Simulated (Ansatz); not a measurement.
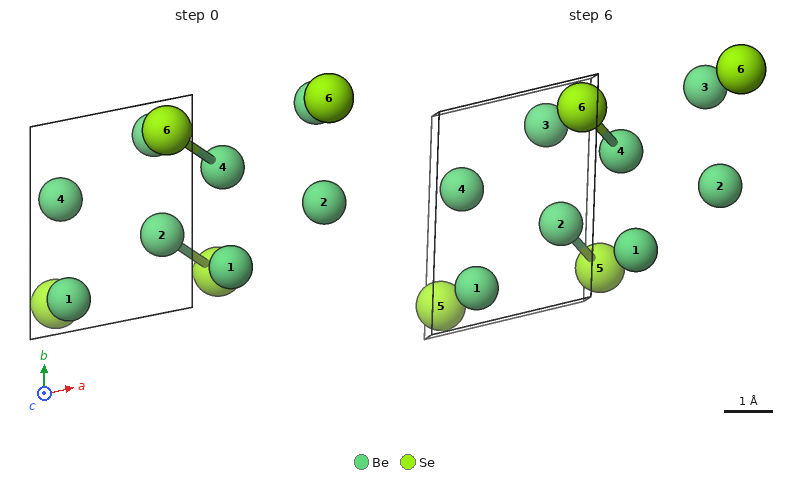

The structure of a crystal of Be2Se (a generated structure, set up in P-1) (coarse preliminary run) before (left) and after (right) a relaxation, at one scale.

Style: ball-and-stick. Shown: the cell of the calculation, repeated 2 × 1 × 1 with one cell outlined, along the c axis.

Level of theory: DFT PBE, scalar-relativistic, plane waves, PAW in Ansatz 0.2.0. (plane-wave cutoff 420 eV; k-point mesh 6 × 4 × 4; occupations gaussian; smearing width 0.1 eV; no spin polarisation; cell and atoms relaxed; force threshold 0.04 eV/Å; at most 70 steps)

**Summarise the run.**

The largest moves relative to the cell, 0.27 Å, are those of Se5 and Se6. Se6 goes roughly along [3 1 0]. By element the largest moves are Se 0.27 Å, Be 0.19 Å. Cell: a 3.589 → 3.586 Å (−0.1 %), b 4.920 → 5.156 Å (+4.8 %), c 5.817 → 5.839 Å (+0.4 %), α 65.4° → 64.5°, β 75.6° → 72.1°, γ 74.0° → 69.7°. Volume +1.3 %. Some distances before and after: Be2–Se5 2.377 → 2.353 Å, Be1–Se6 2.234 → 2.256 Å, Be1–Se5 2.316 → 2.334 Å, Be2–Se6 2.415 → 2.408 Å. Bond angles that change, for instance: Be1–Se6–Be4 123.3° → 112.4°, Be1–Se6–Be3 75.2° → 85.0°, Se5–Be1–Se6 104.8° → 95.0°. The space group stays P-1 (No. 2). Over 5 accepted moves (6 points after the start) the energy falls by 32.0 meV per atom. The largest force component goes from 0.36 to 0.0042 eV/Å. The pressure goes from 0.27 to 0.00 GPa. The SCF was repeated once at an unchanged geometry on a basis and grid sized afresh for the cell, which shifted the energy by 0.1 meV per atom at most. Cost: 49 s on 1 thread of AMD EPYC 7R43 64-Core Processor (Zen 3), with other jobs on the host, peak memory 0.47 GiB.
